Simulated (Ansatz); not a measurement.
Band-structure calculation, with input and output: KBr

KBr (2 atoms in the cell), computed with DFT, r2SCAN, plane waves, PAW, no spin polarisation (Ansatz 0.2.0).

The structure was built on a prototype by a generator. The geometry comes from this level: r2SCAN (a point of a series of strains). It belongs to a series of runs on one base structure; here: uniaxial_x strain -0.6%. Figures and captions count atoms from 1; the log counts them from 0 in places.

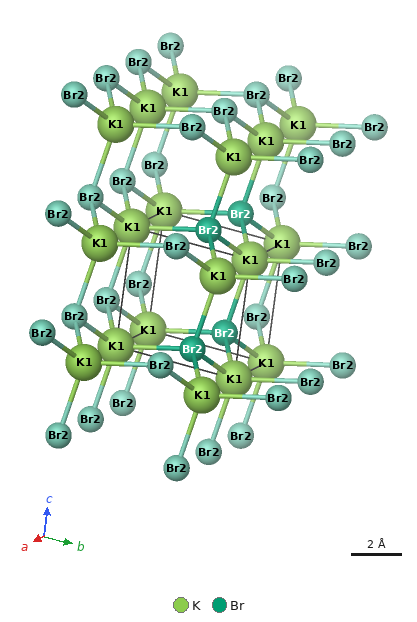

**Figure 1.** The structure as given in the input (ball-and-stick view of the reduced cell, repeated 2 × 1 × 2, seen slightly off an axis; neighbours outside the cell are drawn fainter; atoms are numbered from 1 in the order of the input). Near neighbours in the crystal (not all of them lie inside the picture): K has 4 Br at 3.19 Å; Br has 4 K at 3.19 Å.

**Key numbers**

```json
{"quantity": "outcome", "value": "converged"}
{"quantity": "space group (tolerance 0.01 Å)", "value": "I-4m2 (119)"}
{"quantity": "electrons treated", "value": "16"}
{"quantity": "free energy", "value": "−4339.0315 eV"}
{"quantity": "Fermi energy", "value": "−1.465 eV"}
{"quantity": "gap on the k-point mesh", "value": "4.85 eV"}
{"quantity": "pressure", "value": "0.07 GPa"}
{"quantity": "largest force (length of the vector)", "value": "under 0.001 eV/Å"}
{"quantity": "hardware", "value": "4 threads of an x86-64 CPU, shared host"}
{"quantity": "wall time", "value": "14 s (CPU time 27 s)"}
{"quantity": "peak memory", "value": "0.64 GiB"}
```

**Input file**
```yaml
crystal:
  lattice:
    - [0.0, 3.6882992942, 3.6882992942]
    - [3.6646941787, 0.0, 3.6882992942]
    - [3.6646941787, 3.6882992942, 0.0]
  atoms:
    - { symbol: K, position: [0.0, 0.0, 0.0] }
    - { symbol: Br, position: [0.25, 0.25, 0.25] }
kpoints:
  mp_grid: { grid: [6, 6, 6] }
  band_path:
    path:
      - [0.0, 0.0, 0.0]
      - [-0.5, -0.5, 0.0]
      - [-0.375, -0.375, 0.25]
      - [-0.375, 0.0, 0.375]
      - [0.0, 0.0, 0.5]
      - [-0.5, -0.25, 0.25]
      - [0.25, 0.0, -0.25]
    npoints: 1
hamiltonian:
  xc: r2scan
scf:
  occupations: { method: fixed }
  n_extra_bands: 4
output:
  forces: true
  stress: true
  eigenvalues: true
```

Launched with:
```bash
ansatz run input.yaml --threads 4 --pin off --max-ram 3686MiB --backend cpu --events-out ev --progress --plain --runs-dir out
```

**Output**
```
scf.n_extra_bands = 4 over 8 filled bands (N_el = 16.0): the run solves 12 bands
Engine: ansatz 0.2.0, x86_64-unknown-linux-gnu
Pseudopotentials: kind: paw
Pseudopotential: K, paw, valence charge 9, recommended cutoff 500 eV (meta_gga), K.paw.azcp
Pseudopotential: Br, paw, valence charge 7, recommended cutoff 500 eV (meta_gga), Br.paw.azcp
Functional definition: r2SCAN
  parameter k0 = 0.174
  parameter k1 = 0.065
  parameter a1 = 4.9479
  exchange = r2scan_x(k0 = k0, k1 = k1, a1 = a1)
  correlation = r2scan_c
Crystal: 2 atoms, lattice volume = 99.706 Å³
Basis set: ecut = 500 eV, 2597 PW (Γ), exchange–correlation on 160×160×160 points (64 copies of the dense FFT grid, shifted against one another)
Bands: 12, of which v1, the nominal top of the filled ones, is band 8 counted from 1 (7 counted from 0)
Symmetry: 8 space group operations
Space group: I-4m2 (ITA 119), of the structure as read, at distance tolerance 4.6e-5 Å
k-points: 30 of 216 (time reversal used)
Non-local potential: K, projectors of the file, l = 0: 3, l = 1: 2, l = 2: 2
Non-local potential: Br, projectors of the file, l = 0: 2, l = 1: 2, l = 2: 2
PAW form: soft (Blöchl's): semilocal exchange-correlation on the pseudo side does not see the compensation charge
PAW frozen core: K, regenerated for the run's functional (the file was generated under x = pbe(κ = 0.804, μ = 0.2195149727645171), c = pbe(β = 0.06672455060314922))
PAW frozen core: Br, regenerated for the run's functional (the file was generated under x = pbe(κ = 0.804, μ = 0.2195149727645171), c = pbe(β = 0.06672455060314922))
PAW one-centre angular grid: K, 302 points (default); XC on 160 Gauss nodes
PAW one-centre angular grid: Br, 302 points (default); XC on 160 Gauss nodes
Initial density: superposition of atomic densities (neutral atoms: chi_scale 0, normalization atom), corrected by the library's trained network
Initial wavefunctions: pseudopotential atomic-orbital guess
Functional: x = r2scan, c = r2scan; τ floored in thin density (d = 2e-4 eV/Å³)
SCF iter   1: F=—  HF=-4339.013776 eV  |F-HF|=—  |Δ(HF+E_count)|=         —  Δρ=2.31e-3  dr2=5.35e-3  dr2_τ=2.78e-3  ethr=1.77e-3  ⟨swp⟩=5.1  Hψ=1967  notcnv=0  defer=51
preconditioner: auto → none  [insulator: Δε(μ)=5.045 eV  Ē_g=15.165 eV  n_scr=14 (ndim 8)  ℏωp=13.9 eV  f_vac=0.295  ε∞_Penn≈1.8]
SCF iter   2: F=—  HF=-4339.031112 eV  |F-HF|=—  |Δ(HF+E_count)|=   1.73e-2  Δρ=9.76e-4  dr2=3.60e-4  dr2_τ=7.93e-5  ethr=3.34e-5  ⟨swp⟩=3.2  Hψ=962  notcnv=0  defer=60
SCF iter   3: F=—  HF=-4339.031447 eV  |F-HF|=—  |Δ(HF+E_count)|=   3.35e-4  Δρ=4.05e-4  dr2=6.60e-5  dr2_τ=5.87e-6  ethr=2.25e-6  ⟨swp⟩=3.0  Hψ=646  notcnv=0  defer=60
SCF iter   4: F=—  HF=-4339.031517 eV  |F-HF|=—  |Δ(HF+E_count)|=   7.00e-5  Δρ=3.02e-5  dr2=3.90e-7  dr2_τ=4.29e-7  ethr=4.13e-7  ⟨swp⟩=3.0  Hψ=660  notcnv=0  defer=60
iter 5 did not close the SCF: its close was put off for the readings that it lacked (scf_convergence_deferred on its scf_iter line)
SCF iter   5: F=-4339.031519 eV  HF=-4339.031519 eV  |F-HF|=5.04e-8  |Δ(HF+E_count)|=   1.52e-6  Δρ=5.87e-6  dr2=1.79e-8  dr2_τ=4.69e-9  ethr=2.44e-9  ⟨swp⟩=2.0  Hψ=569  notcnv=0  defer=60
SCF iter   6: F=-4339.031519 eV  HF=-4339.031519 eV  |F-HF|=1.16e-9  |Δ(HF+E_count)|=   5.62e-8  Δρ=4.26e-7  dr2=1.54e-10  dr2_τ=7.12e-11  ethr=1.12e-10  ⟨swp⟩=6.1  Hψ=2482  notcnv=0
SCF 1 converged in 6 iterations: F = -4339.031519 eV  dr2 = 1.54e-10
  greatest PAW one-centre occupation: 0.989 electrons in one spin orbital (limit 2), on the K atom at site 0 (counted from 0), in its partial waves of l = 0
NSCF: frozen V_eff on 7 k-points
SCF converged after 6 iterations
Free energy (F): -4339.031519 eV
Harris-Foulkes:  -4339.031519 eV  (|F-HF|=1.16e-9)
Internal energy: -4339.031519 eV  (E = F + TS)
E sigma→0 (E₀):  -4339.031519 eV
Fermi energy:    -1.465001 eV
--- Per-component energies (eV) ---
  E_band       = -175.743420
  E_kinetic    = 388.749486
  E_local      = -1042.800388  (includes V_loc(G=0)·N_el)
  E_nonlocal   = 82.406924
  E_hartree    = 358.255656
  E_xc         = -385.471471
  E_vxc        = -302.369238  (∫ρ·V_xc dr)
  E_paw        = -3057.984506  (= ΣΔE_a)
  E_vpaw       = -35.700076  (= ΣTr[D̂ρ^β])
  E_aug_tail   = -0.000002  (compensation charges beyond the density's cutoff)
  E_vtau       = 17.458267  (kinetic-family band-sum trace: ∫τ·v_τ [+ j·A + Jᵃ·Aᵃ] dr)
  E_ewald      = -681.832840
  E_core_change = -0.354379  (= ΣΔE_core)
  E_smearing   = -0.000000  (= −TS)
  E_closure    = 0.000000  (closes the sum)
  Σ components = -4339.031519   (vs F -4339.031519, Δ=0.00e0)
--- Forces (eV/Å), atoms counted from 1 ---
  atom   1  K      0.00000000     0.00000000     0.00000000
  atom   2  Br     0.00000000     0.00000000    -0.00000000
  max |Σ_I F_I| component: 1.39e-17 eV/Å
--- Stress (GPa, compression-positive) ---
        0.073405       0.000000       0.000000
        0.000000       0.072484       0.000000
        0.000000       0.000000       0.072484
  P = ⅓ Tr σ = 0.0728 GPa (0.728 kbar)
--- Band table (eV; the first three rows and the last of 30) ---
  k-point 0: bands = ["-30.2922", "-13.7618", "-13.0167", "-13.0158", "-13.0158", "-1.4836", "-1.4836", "-1.4806", "3.3841", "7.8725", "7.9173", "8.8766"]
  k-point 1: bands = ["-30.2918", "-13.8159", "-13.0181", "-13.0175", "-12.9552", "-1.5931", "-1.4801", "-1.4771", "3.8139", "7.5991", "7.6317", "8.4504"]
  k-point 2: bands = ["-30.2911", "-13.9053", "-13.0214", "-13.0210", "-12.8528", "-1.7742", "-1.4738", "-1.4688", "4.7893", "7.1135", "7.4199", "7.4471"]
  k-point 29: bands = ["-30.2902", "-13.9881", "-13.0365", "-13.0334", "-12.7350", "-1.7949", "-1.5867", "-1.4876", "5.2574", "6.3223", "8.2388", "8.3452"]
```

**File bands.tsv**
```
# k_distance	band_0	band_1	band_2	band_3	band_4	band_5	band_6	band_7	band_8	band_9	band_10	band_11
# fermi_ev = -1.465001
# lock_threshold_ev = 1e-6
# [0, 0, 0] at k_distance = 0.000000
# [-0.5, -0.5, 0] at k_distance = 0.851773
# [-0.375, -0.375, 0.25] at k_distance = 1.153891
# [-0.375, 0, 0.375] at k_distance = 1.677736
# [0, 0, 0.5] at k_distance = 2.199899
# [-0.5, -0.25, 0.25] at k_distance = 2.802193
# [0.25, 0, -0.25] at k_distance = 4.340799
# levels_relative_to = fermi_ev
# free_energy_ev = -4339.031519
# largest_residual_norms_ev = 5.135e-4 1.910e-3 6.960e-4 7.918e-4 1.129e-3 2.137e-3 4.975e-4 5.690e-4 1.481e-3 1.062e-3 2.564e-3 3.073e-3
0.000000	-28.827233	-12.296766	-11.551702	-11.550787	-11.550787	-0.018596	-0.018596	-0.015576	4.849103	9.337545	9.382265	10.341647
0.851773	-28.825162	-12.524240	-11.568256	-11.566776	-11.273469	-0.427334	-0.017060	-0.016578	6.523790	7.779966	9.896770	10.238726
1.153891	-28.825214	-12.519088	-11.573944	-11.564413	-11.276069	-0.322776	-0.137215	-0.008866	6.787362	7.785336	9.425635	9.449913
1.677736	-28.825214	-12.519088	-11.573944	-11.564413	-11.276069	-0.322776	-0.137215	-0.008866	6.787362	7.785336	9.425635	9.449913
2.199899	-28.825669	-12.478750	-11.558083	-11.557748	-11.342974	-0.384443	-0.005944	0.000000	7.188747	7.502729	8.880532	8.908068
2.802193	-28.825169	-12.522645	-11.573073	-11.568444	-11.268924	-0.248093	-0.205820	-0.024588	6.799729	7.789832	9.529932	9.780167
4.340799	-28.825676	-12.476938	-11.569387	-11.558002	-11.333128	-0.274946	-0.122834	0.000038	6.708820	8.107412	8.752381	8.923170
```

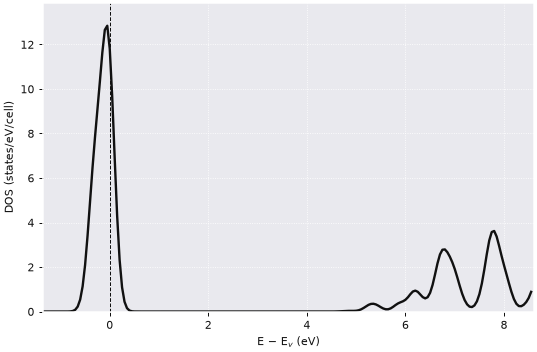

**Figure 2.** Density of states (the curve is built from the levels of the k mesh with Gaussians 0.3 eV wide, which also blur the band edges), with energies from the valence-band top. There is a gap of 4.85 eV on the k-point mesh. Small ripples come from the finite k-point mesh.
